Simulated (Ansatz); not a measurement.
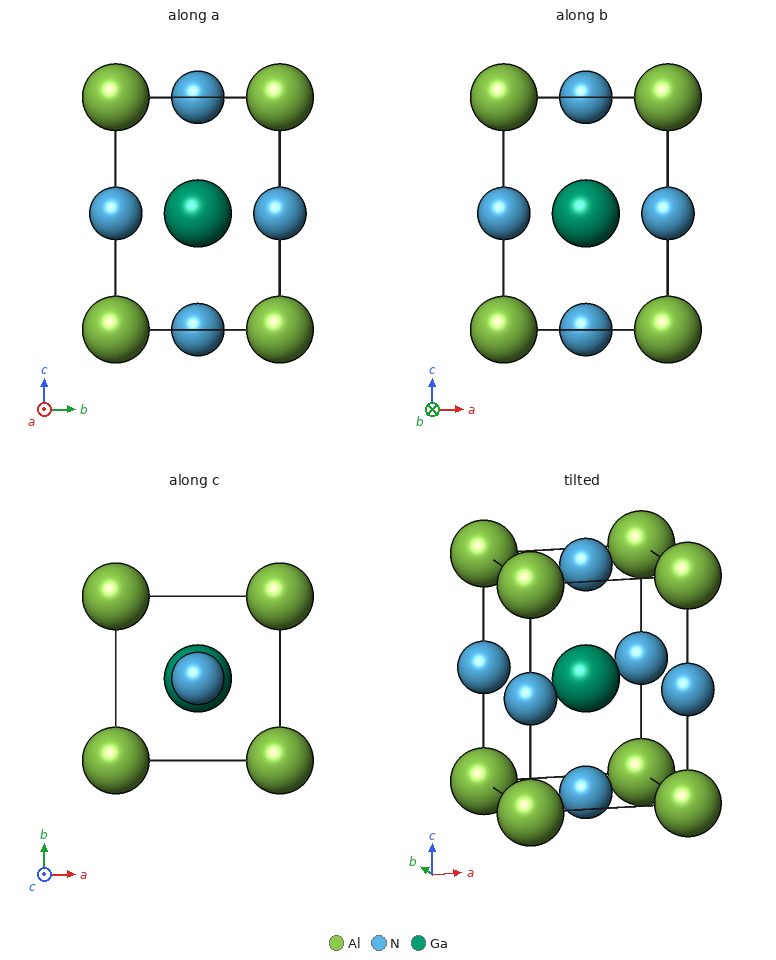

Spheres-only representation of a periodic structure, projected along the a axis, along the b axis, along the c axis and slightly off an axis. The conventional unit cell is outlined; an atom on or near a face, edge or corner is repeated at each equivalent position.

Lattice parameters: a = 2.923 Å, b = 2.923 Å, c = 4.137 Å, α = 90.00°, β = 90.00°, γ = 90.00°. Put a along x and b in the xy plane.

> Express the structure as a POSCAR file.

```
Al N Ga
1.0
     2.923    0.000    0.000
     0.000    2.923    0.000
     0.000    0.000    4.137
Al N Ga
1 2 1
Direct
  0.0000 0.0000 0.0000
  0.0000 0.0000 0.5000
  0.5000 0.5000 0.0000
  0.5000 0.5000 0.5000
```

The structure was taken from a structure type filled with these elements by a generator (whether the compound takes this form wasn't checked). Earlier steps of the study may have refined or changed the cell and positions. It went into a calculation with Ansatz.

At this level of theory the cell isn't at rest (forces up to 0.9 eV/Å), so its distances can differ from those at equilibrium, the more so the softer the solid.
